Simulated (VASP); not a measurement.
Geometry relaxation, with input and output: NaCl$_{3}$ (part 3 of 5)

The same run, continued: NaCl$_{3}$ (8 atoms in the cell); Kohn-Sham DFT of a periodic cell, PBEsol, VASP PAW PBE potentials, recommended, no spin polarisation (VASP 6.6.1); cutoff 600 eV, 8×8×8 k-mesh, methfessel-paxton of 0.1 eV. The structure derives from a Materials Project entry.

Geometry of the input (Å; fractional positions):
```
5.5270  0.0000  0.0000
0.0000  5.5270  0.0000
0.0000  0.0000  5.5270
Na 0.5000  0.5000  0.5000
Na 0.0000  0.0000  0.0000
Cl 0.5000  0.0000  0.7500
Cl 0.0000  0.2500  0.5000
Cl 0.7500  0.5000  0.0000
Cl 0.5000  0.0000  0.2500
Cl 0.0000  0.7500  0.5000
Cl 0.2500  0.5000  0.0000
```

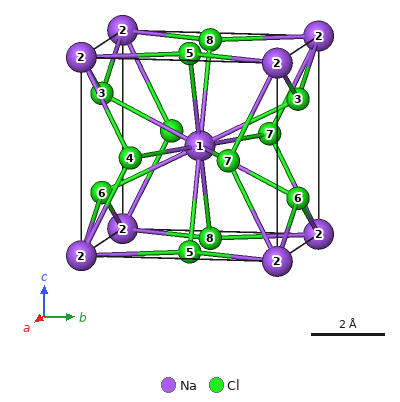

**Figure 1.** The input geometry (ball-and-stick view of the cell of the calculation, seen slightly off an axis; atoms are numbered from 1 in the order of the input). An atom can appear more than once, as a periodic image.

Parts of OUTCAR, continued:
```
 k-point     3 :       0.2500    0.0000    0.0000
  band No.  band energies     occupation
      1      -4.1065      2.00000
      2      -2.1063      2.00000
      3      -0.3254      2.00000
      4      -0.3254      2.00000
      5       0.9504      2.00000
      6       0.9504      2.00000
      7       1.8758      2.00000
      8       4.1134      2.00000
      9       4.6009      2.00000
     10       9.3831      2.00000
     11      11.1955      2.00000
     12      11.9801      2.00000
     13      11.9801      2.00000
     14      13.2513      2.00000
     15      15.0755      2.00000
     16      15.0755      2.00000
     17      16.9035      2.00000
     18      19.4750      2.00000
     19      22.2417      2.00000
     20      22.2417      2.00000
     21      22.3284      2.00000
     22      23.2298      2.00000
     23      25.2666      2.00000
     24      27.0089      2.00000
     25      27.0089      2.00000
     26      27.6131      2.00000
     27      27.6131      2.00000
     28      32.6430     -0.00000
     29      34.2558      0.00000
     30      37.6649      0.00000
     31      37.9431      0.00000
     32      37.9431      0.00000
     33      41.1107      0.00000

 k-point     4 :       0.3750    0.0000    0.0000
  band No.  band energies     occupation
      1      -3.9601      2.00000
      2      -2.9769      2.00000
      3      -0.0068      2.00000
      4      -0.0068      2.00000
      5       0.6910      2.00000
      6       0.6910      2.00000
      7       2.6656      2.00000
      8       4.4211      2.00000
      9       5.0108      2.00000
     10       7.7335      2.00000
     11      11.6831      2.00000
     12      12.0251      2.00000
     13      12.0251      2.00000
     14      13.3532      2.00000
     15      14.0688      2.00000
     16      14.0688      2.00000
     17      18.4402      2.00000
     18      20.3949      2.00000
     19      21.2996      2.00000
     20      23.3111      2.00000
     21      23.4815      2.00000
     22      23.4815      2.00000
     23      25.6603      2.00000
     24      25.8018      2.00000
     25      25.8018      2.00000
     26      30.0206      2.00000
     27      30.0206      2.00000
     28      31.8257      2.00000
     29      32.7083     -0.00000
     30      33.9433     -0.00000
     31      38.1757      0.00000
     32      38.1757      0.00000
     33      39.6507      0.00000

 k-point     5 :       0.5000    0.0000    0.0000
  band No.  band energies     occupation
      1      -3.5998      2.00000
      2      -3.5998      2.00000
      3       0.3379      2.00000
      4       0.3379      2.00000
      5       0.3707      2.00000
      6       0.3707      2.00000
      7       3.5971      2.00000
      8       3.5971      2.00000
      9       6.2340      2.00000
     10       6.2340      2.00000
     11      12.0628      2.00000
     12      12.0628      2.00000
     13      12.7702      2.00000
     14      12.7702      2.00000
     15      13.7000      2.00000
     16      13.7000      2.00000
     17      19.7478      2.00000
     18      19.7478      2.00000
     19      21.6771      2.00000
     20      21.6771      2.00000
     21      24.2721      2.00000
     22      24.2721      2.00000
     23      24.9609      2.00000
     24      24.9609      2.00000
     25      29.3068      2.00000
     26      29.3068      2.00000
     27      31.8744      2.00001
     28      31.8744      2.00001
     29      32.1708      1.83335
     30      32.1708      1.83335
     31      36.2111      0.00000
     32      36.2111      0.00000
     33      40.4759      0.00000

 [... the levels of 18 k-points are left out ...]

 k-point    24 :       0.5000    0.3750    0.1250
  band No.  band energies     occupation
      1      -3.6351      2.00000
      2      -3.6246      2.00000
      3      -0.2176      2.00000
      4      -0.2072      2.00000
      5       0.6725      2.00000
      6       0.7047      2.00000
      7       3.4318      2.00000
      8       3.4331      2.00000
      9       6.3871      2.00000
     10       6.5529      2.00000
     11       9.3401      2.00000
     12       9.7345      2.00000
     13      14.4105      2.00000
     14      14.9657      2.00000
     15      16.2194      2.00000
     16      16.2453      2.00000
     17      19.3093      2.00000
     18      19.3344      2.00000
     19      20.8389      2.00000
     20      21.0164      2.00000
     21      25.3687      2.00000
     22      25.3810      2.00000
     23      25.6720      2.00000
     24      26.3683      2.00000
     25      28.7811      2.00000
     26      29.1378      2.00000
     27      30.6427      2.00000
     28      31.0829      2.00000
     29      32.9998     -0.00000
     30      35.8811      0.00000
     31      36.2754      0.00000
     32      37.2554      0.00000
     33      37.8704      0.00000

 [... further k-points ...]

------------------------ aborting loop because EDIFF is reached ----------------------------------------

  FORCE on cell =-STRESS in cart. coord.  units (eV):
  Direction    XX          YY          ZZ          XY          YZ          ZX
  --------------------------------------------------------------------------------------
  -------------------------------------------------------------------------------------
  Total      269.1481365    269.1481365    269.1481365      0.0000000     -0.0000000     -0.0000000
  in kB    11626.1419850  11626.1419850  11626.1419850      0.0000000     -0.0000000     -0.0000000
  external PRESSURE =   11026.1419850 kB  Pullay stress =     600.0000000 kB

 VOLUME and BASIS-vectors are now :
 -----------------------------------------------------------------------------
  energy-cutoff  :      600.00
  volume of cell :       37.09
      direct lattice vectors                 reciprocal lattice vectors
     3.334945792  0.000000000 -0.000000000     0.299854949 -0.000000000  0.000000000
     0.000000000  3.334945792 -0.000000000    -0.000000000  0.299854949  0.000000000
    -0.000000000 -0.000000000  3.334945792     0.000000000  0.000000000  0.299854949

 POSITION                                       TOTAL-FORCE (eV/Angst)
 -----------------------------------------------------------------------------------
      1.66747      1.66747      1.66747         0.000000      0.000000      0.000000
      3.33495      3.33495      3.33495         0.000000      0.000000      0.000000
      1.66747      3.33495      2.50121         0.000000      0.000000      0.000000
      0.00000      0.83374      1.66747        -0.000000      0.000000     -0.000000
      2.50121      1.66747     -0.00000         0.000000     -0.000000      0.000000
      1.66747      3.33495      0.83374        -0.000000     -0.000000     -0.000000
      3.33495      2.50121      1.66747         0.000000     -0.000000     -0.000000
      0.83374      1.66747     -0.00000        -0.000000     -0.000000      0.000000
 -----------------------------------------------------------------------------------
    total drift:                                0.000000     -0.000000     -0.000000

  FREE ENERGIE OF THE ION-ELECTRON SYSTEM (eV)
  ---------------------------------------------------
  free  energy   TOTEN  =       108.7008842732 eV

  energy  without entropy=      108.7005576915  energy(sigma->0) =      108.70077541

  enthalpy is  TOTEN    =       122.5910364952 eV   P V=       13.8901522220

--------------------------------------- Ionic step        3  -------------------------------------------

 number of electron      56.0000012 magnetization

------------------------ aborting loop because EDIFF is reached ----------------------------------------

  FORCE on cell =-STRESS in cart. coord.  units (eV):
  Direction    XX          YY          ZZ          XY          YZ          ZX
  --------------------------------------------------------------------------------------
  -------------------------------------------------------------------------------------
  Total       18.9439693     18.9439693     18.9439693      0.0000000      0.0000000     -0.0000000
  in kB      269.8297432    269.8297432    269.8297432      0.0000000      0.0000000     -0.0000000
  external PRESSURE =    -330.1702568 kB  Pullay stress =     600.0000000 kB

 VOLUME and BASIS-vectors are now :
 -----------------------------------------------------------------------------
  energy-cutoff  :      600.00
  volume of cell :      112.48
      direct lattice vectors                 reciprocal lattice vectors
     4.827221730  0.000000000 -0.000000000     0.207158497 -0.000000000  0.000000000
     0.000000000  4.827221730 -0.000000000    -0.000000000  0.207158497  0.000000000
    -0.000000000 -0.000000000  4.827221730     0.000000000  0.000000000  0.207158497

 POSITION                                       TOTAL-FORCE (eV/Angst)
 -----------------------------------------------------------------------------------
      2.41361      2.41361      2.41361         0.000000      0.000000     -0.000000
      0.00000      0.00000      0.00000         0.000000      0.000000     -0.000000
      2.41361      0.00000      3.62042        -0.000000      0.000000      0.000000
      4.82722      1.20681      2.41361        -0.000000     -0.000000      0.000000
      3.62042      2.41361      4.82722         0.000000     -0.000000     -0.000000
      2.41361      0.00000      1.20681        -0.000000     -0.000000     -0.000000
      0.00000      3.62042      2.41361         0.000000      0.000000     -0.000000
      1.20681      2.41361      4.82722        -0.000000      0.000000     -0.000000
 -----------------------------------------------------------------------------------
    total drift:                                0.000000     -0.000000     -0.000000

  FREE ENERGIE OF THE ION-ELECTRON SYSTEM (eV)
  ---------------------------------------------------
  free  energy   TOTEN  =       -17.2725091667 eV

  energy  without entropy=      -17.2736372358  energy(sigma->0) =      -17.27288519

  enthalpy is  TOTEN    =        24.8517631324 eV   P V=       42.1242722991

[... ionic steps 4 to 16 ...]

--------------------------------------- Ionic step       17  -------------------------------------------

 number of electron      56.0000005 magnetization

------------------------ aborting loop because EDIFF is reached ----------------------------------------

  FORCE on cell =-STRESS in cart. coord.  units (eV):
  Direction    XX          YY          ZZ          XY          YZ          ZX
  --------------------------------------------------------------------------------------
  -------------------------------------------------------------------------------------
  Total       35.3910731     35.3910731     35.3910731      0.0000000      0.0000000      0.0000000
  in kB      595.9098296    595.9098296    595.9098296      0.0000000      0.0000000      0.0000000
  external PRESSURE =      -4.0901704 kB  Pullay stress =     600.0000000 kB

 VOLUME and BASIS-vectors are now :
 -----------------------------------------------------------------------------
  energy-cutoff  :      600.00
  volume of cell :       95.15
      direct lattice vectors                 reciprocal lattice vectors
     4.565355362  0.000000000 -0.000000000     0.219040999  0.000000000 -0.000000000
    -0.000000000  4.565355362 -0.000000000    -0.000000000  0.219040999 -0.000000000
     0.000000000  0.000000000  4.565355362     0.000000000  0.000000000  0.219040999

 POSITION                                       TOTAL-FORCE (eV/Angst)
 -----------------------------------------------------------------------------------
      2.28268      2.28268      2.28268        -0.000000     -0.000000      0.000000
      0.00000      0.00000      4.56536        -0.000000     -0.000000      0.000000
      2.28268      0.00000      3.42402         0.000000      0.000000      0.000000
      0.00000      1.14134      2.28268        -0.000000     -0.000000     -0.000000
      3.42402      2.28268     -0.00000        -0.000000     -0.000000     -0.000000
      2.28268      0.00000      1.14134        -0.000000      0.000000      0.000000
      4.56536      3.42402      2.28268         0.000000     -0.000000      0.000000
      1.14134      2.28268     -0.00000         0.000000      0.000000      0.000000
 -----------------------------------------------------------------------------------
    total drift:                                0.000000      0.000000     -0.000000

  FREE ENERGIE OF THE ION-ELECTRON SYSTEM (eV)
  ---------------------------------------------------
  free  energy   TOTEN  =       -12.8015970167 eV

  energy  without entropy=      -12.8018250966  energy(sigma->0) =      -12.80167304

  enthalpy is  TOTEN    =        22.8323912267 eV   P V=       35.6339882434

--------------------------------------- Ionic step       18  -------------------------------------------

 number of electron      56.0000003 magnetization

------------------------ aborting loop because EDIFF is reached ----------------------------------------

  FORCE on cell =-STRESS in cart. coord.  units (eV):
  Direction    XX          YY          ZZ          XY          YZ          ZX
  --------------------------------------------------------------------------------------
  -------------------------------------------------------------------------------------
  Total       35.7807242     35.7807242     35.7807242      0.0000000     -0.0000000      0.0000000
  in kB      604.5092046    604.5092046    604.5092046      0.0000000     -0.0000000      0.0000000
  external PRESSURE =       4.5092046 kB  Pullay stress =     600.0000000 kB

 VOLUME and BASIS-vectors are now :
 -----------------------------------------------------------------------------
  energy-cutoff  :      600.00
  volume of cell :       94.83
      direct lattice vectors                 reciprocal lattice vectors
     4.560217921  0.000000000 -0.000000000     0.219287766  0.000000000 -0.000000000
    -0.000000000  4.560217921 -0.000000000    -0.000000000  0.219287766 -0.000000000
     0.000000000  0.000000000  4.560217921     0.000000000  0.000000000  0.219287766

 POSITION                                       TOTAL-FORCE (eV/Angst)
 -----------------------------------------------------------------------------------
      2.28011      2.28011      2.28011        -0.000000     -0.000000      0.000000
      0.00000      0.00000     -0.00000         0.000000     -0.000000      0.000000
      2.28011      0.00000      3.42016        -0.000000      0.000000      0.000000
      0.00000      1.14005      2.28011         0.000000      0.000000     -0.000000
      3.42016      2.28011     -0.00000        -0.000000      0.000000      0.000000
      2.28011      0.00000      1.14005         0.000000     -0.000000     -0.000000
      0.00000      3.42016      2.28011        -0.000000     -0.000000     -0.000000
      1.14005      2.28011     -0.00000         0.000000     -0.000000      0.000000
 -----------------------------------------------------------------------------------
    total drift:                                0.000000      0.000000     -0.000000

  FREE ENERGIE OF THE ION-ELECTRON SYSTEM (eV)
  ---------------------------------------------------
  free  energy   TOTEN  =       -12.6813948217 eV

  energy  without entropy=      -12.6816100660  energy(sigma->0) =      -12.68146657

  enthalpy is  TOTEN    =        22.8324308881 eV   P V=       35.5138257099

--------------------------------------- Ionic step       19  -------------------------------------------

 number of electron      56.0000004 magnetization

 Free energy of the ion-electron system (eV)
  ---------------------------------------------------
  ext. energy  EPLUGINS =         0.00000000
  ---------------------------------------------------
  free energy    TOTEN  =       -12.74450408 eV

  energy without entropy =      -12.74472600  energy(sigma->0) =      -12.74457806

 E-fermi :   8.1123     XC(G=0): -12.1274     alpha+bet :-15.5613

 val. band max:        8.0800331992   @ k =   0.3750   0.3750   0.1250
 cond. band min:       8.1360180189   @ k =   0.5000   0.2500   0.0000
 fundamental gap:      0.0559848197
 Fermi energy:         8.1123373211
```
